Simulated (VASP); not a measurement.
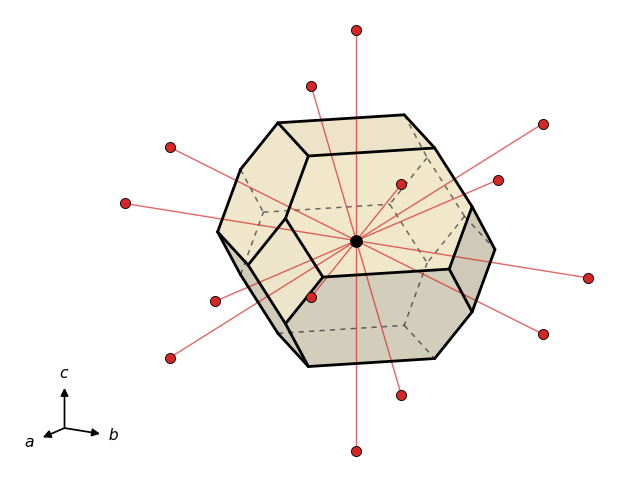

For Al2Cu, an entry of the Crystallography Open Database, as set up for an electronic-structure calculation: the Wigner–Seitz cell of the crystal's lattice, with lines to the lattice points that define its faces. Geometry calculated from the standardised cell; symmetry tolerance 0.002 Å.

a = 6.067 Å, b = 6.067 Å, c = 4.877 Å, α = 90.00°, β = 90.00°, γ = 90.00°; lattice centring I.

What is the cell's combinatorial type?

A truncated octahedron: 14 faces (6 with 4 edges, 8 with 6 edges), 36 edges, 24 vertices. Its volume is that of the primitive cell, 89.8 Å³.

Which lattice vectors do the faces bisect?

```
              example  length (Å)  faces  edges of each  area (Å²)
                    c        4.88      2              4        8.4
1/2 a + 1/2 b + 1/2 c        4.93      8              6       10.1
                    a        6.07      4              4        2.4
```
